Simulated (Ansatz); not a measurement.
**NbSi$_{31}$ (cell charge +1, with a compensating background) (cell with a defect): density, localisation and related maps**

Input file:

```
crystal:
  lattice:
    - [5.4338340902, -5.4338340902, 5.4338340902]
    - [-5.4338340902, 5.4338340902, 5.4338340902]
    - [-5.4338340902, -5.4338340902, -5.4338340902]
  atoms:
    - { symbol: Nb, position: [0.25, 0.0, 0.5] }
    - { symbol: Si, position: [0.5013765429, 0.0, 0.2466789628] }
    - { symbol: Si, position: [0.75, 0.0, 0.0] }
    - { symbol: Si, position: [-0.0033210372, 0.2513765429, 0.5] }
    - { symbol: Si, position: [0.25, 0.2513765429, 0.2466789628] }
    - { symbol: Si, position: [-0.0033210372, 0.0, 0.7513765429] }
    - { symbol: Si, position: [0.75, 0.5, 0.5] }
    - { symbol: Si, position: [0.5033210372, 0.2533210372, 0.0046975801] }
    - { symbol: Si, position: [0.7546975801, 0.2533210372, 0.7533210372] }
    - { symbol: Si, position: [-0.0013765429, 0.4953024199, 0.2486234571] }
    - { symbol: Si, position: [0.5013765429, 0.7466789628, 0.5] }
    - { symbol: Si, position: [0.25, 0.5, 0.0] }
    - { symbol: Si, position: [0.7453024199, 0.7486234571, 0.2486234571] }
    - { symbol: Si, position: [0.5033210372, 0.5046975801, 0.7533210372] }
    - { symbol: Si, position: [-0.0013765429, 0.7486234571, -0.0046975801] }
    - { symbol: Si, position: [0.25, 0.7466789628, 0.7513765429] }
    - { symbol: Si, position: [0.25, 0.0, 0.764774454] }
    - { symbol: Si, position: [0.514774454, 0.0, 0.5] }
    - { symbol: Si, position: [0.7508181556, 0.0, 0.2487446873] }
    - { symbol: Si, position: [0.0020734683, 0.2512553127, 0.7512553127] }
    - { symbol: Si, position: [0.25, 0.264774454, 0.5] }
    - { symbol: Si, position: [-0.0012553127, 0.0, 0.0008181556] }
    - { symbol: Si, position: [0.7491818444, 0.4991818444, 0.7479265317] }
    - { symbol: Si, position: [0.5012553127, 0.2512553127, 0.2520734683] }
    - { symbol: Si, position: [0.7491818444, 0.2479265317, -0.0008181556] }
    - { symbol: Si, position: [-0.0012553127, 0.5008181556, 0.5] }
    - { symbol: Si, position: [0.5012553127, 0.7520734683, 0.7512553127] }
    - { symbol: Si, position: [0.25, 0.5008181556, 0.2487446873] }
    - { symbol: Si, position: [0.7508181556, 0.7487446873, 0.5] }
    - { symbol: Si, position: [0.4979265317, 0.4991818444, -0.0008181556] }
    - { symbol: Si, position: [-0.014774454, 0.735225546, 0.235225546] }
    - { symbol: Si, position: [0.25, 0.7487446873, 0.0008181556] }
  host:
    lattice:
      - [0.0, 2.7169170451, 2.7169170451]
      - [2.7169170451, 0.0, 2.7169170451]
      - [2.7169170451, 2.7169170451, 0.0]
    atoms:
      - { symbol: Si, position: [0.25, 0.25, 0.25] }
      - { symbol: Si, position: [0.0, 0.0, 0.0] }
total_charge: 1
basis:
  ecutwfc: 420
  xc_grid: 2
kpoints:
  mp_grid: { grid: [2, 2, 2], shift: [0.5, 0.5, 0.5] }
hamiltonian:
  xc: pbesol
scf:
  occupations: { method: gaussian, width: 0.02 }
output:
  forces: true
  stress: false
  eigenvalues: true
  charged_corrections:
    defect_position: [0.25, 0.0, 0.5]
    epsilon: [[13.2946, 0.0, 0.0], [0.0, 13.2946, 0.0], [0.0, 0.0, 13.2946]]
  write_density: true
  write_potential: true
  elf: true
  volumetric_format: npy
relax:
  adjacent_minimum: "off"
  f_tol: 0.03
  max_steps: 40
```

Run with:

```sh
ansatz run input.yaml --threads 8 --pin off --max-ram 16384MiB --backend cpu --events-out ev --progress --plain --runs-dir out
```

All numbers below come from DFT PBEsol, scalar-relativistic, plane waves, PAW in Ansatz.

Core electrons are frozen (PAW), and the valence fields are smoothed inside the atomic spheres.

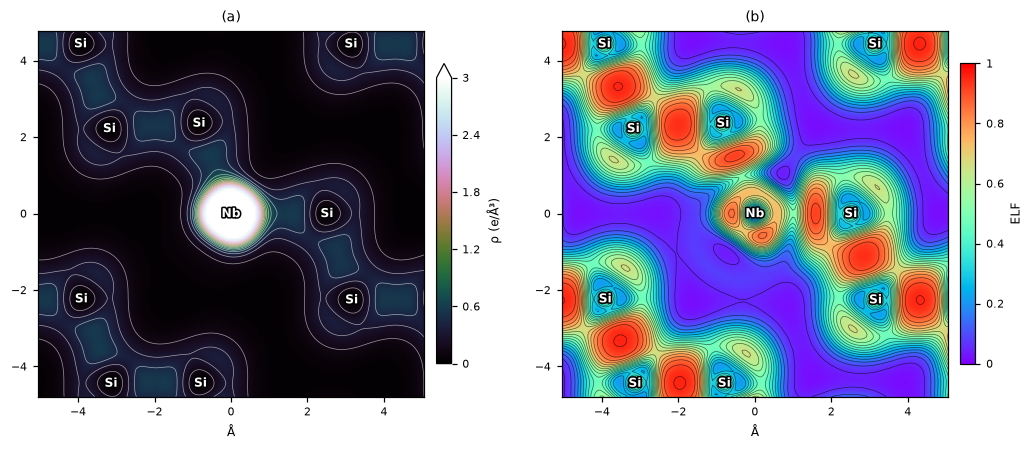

Figure 1. (a) valence pseudo-density; (b) ELF on the (010) plane of the calculation cell.

> What do the fields say about this system?

- The section cuts through Nb and Si sites.
- Si–Si (2.35 Å): ρ is about 0.54 e/Å³ halfway; the ELF peaks at about 0.95 between the atoms, as expected for localised, covalent bonding.
- Nb–Si (2.51 Å): ρ is about 0.58 e/Å³ halfway; the ELF peaks at about 0.90 in the valence shell of Si, 0.9 Å from its nucleus, and is about 0.75 at the midpoint.
- Between the atoms the lowest density in this plane is 0.02 e/Å³.
- The features right at Nb lie inside the PAW spheres, where the map follows smoothed inner orbitals and isn't to be read closely.

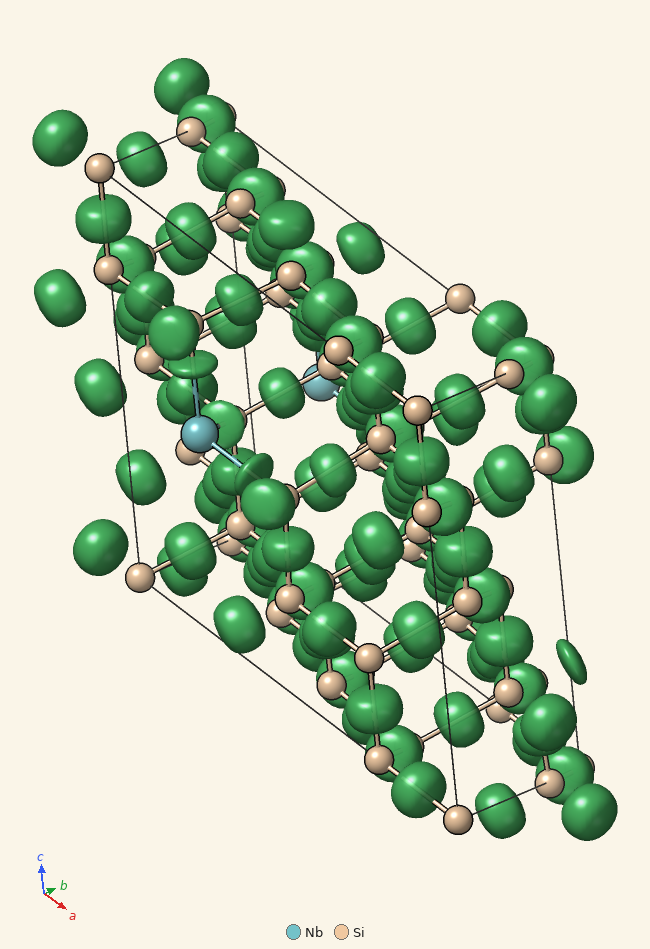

Figure 2. Isosurface of the electron localisation function at 0.85 (green), seen slightly off an axis. Core shells and regions of very low density are left out. Sticks mark near contacts.

> Where are the electrons localised?

At this value the surface marks out 60 regions between bonded Si–Si atoms (shared pairs) and four lobes of the valence shell of Si pointing towards Nb (polar bonds), counted in one cell of 32 atoms. Regions shared between cells count once. Profiles from the grid: Si–Si (2.34 Å): the ELF peaks at about 0.95 between the atoms; a covalent bond.

> Does the calculation make it a metal, or give it a gap?

It is gapped, with a Kohn–Sham gap of 0.59 eV on the k-point mesh, an upper bound to the gap of this method.
